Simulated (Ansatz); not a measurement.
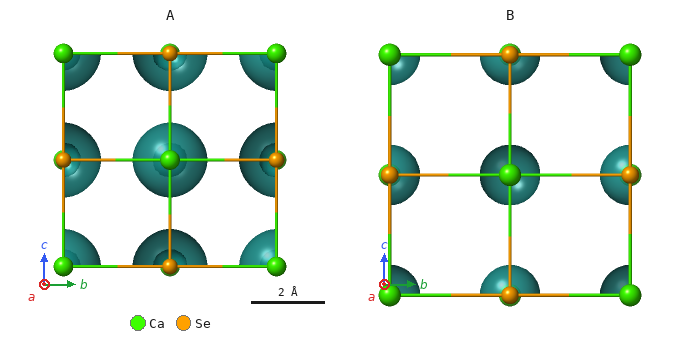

CaSe: densities of the states in two energy windows, as isosurfaces (each at a level of its own) in the conventional cell.

Space group Fm-3m.

Method: Ansatz 0.2.0, DFT PBE, scalar-relativistic, plane waves, PAW.

In a PAW calculation such maps are meaningful between the atoms, not at the nuclei.

Q: Match the panels to the energy ranges (zero at the valence-band maximum): −20.90 to −20.72 eV and −3.3 to 0.0 eV.

A: Panel A: −3.3 to 0.0 eV, the whole upper valence band, mainly Se 4p (95 %).
Panel B: −20.90 to −20.72 eV, a separate group of bands (semicore or deep states), mainly Ca 3p (over 95 %).
The characters are Löwdin shares on a minimal set of atomic orbitals.

Run time: 0.68 s on 1 thread of AMD EPYC 9R45 96-Core Processor (Zen 5) (shared host), peak memory 0.38 GiB.
